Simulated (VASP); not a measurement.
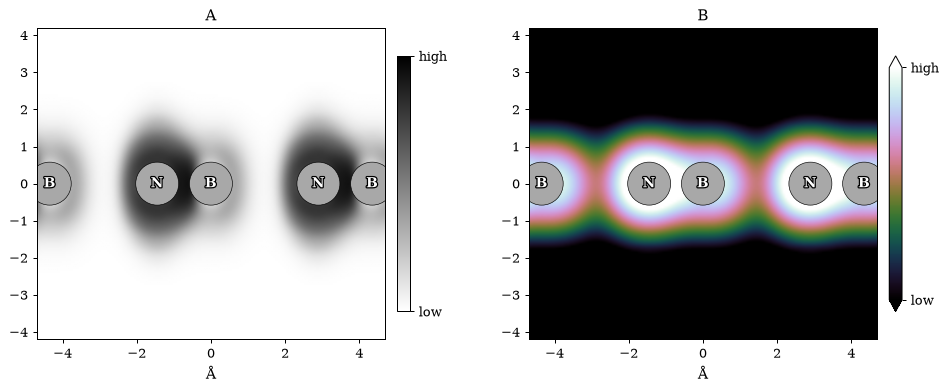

BN (slab): 2 fields on the (110) plane of the calculation cell, a cut from vacuum to vacuum, with unlabelled colour scales. Grey discs cover the atomic cores.

Level of theory: Kohn-Sham DFT of a periodic cell, PBE with D3(BJ), VASP PAW PBE potentials, recommended (VASP 6.6.1).

> Match the panels to the quantities (electron localisation function and valence pseudo-density).

Panel A: electron localisation function. Panel B: valence pseudo-density. From the grid: B–N (1.45 Å): ρ is about 1.8 e/Å³ halfway; the ELF peaks at about 0.95 between the atoms: a shared but strongly polarised pair.
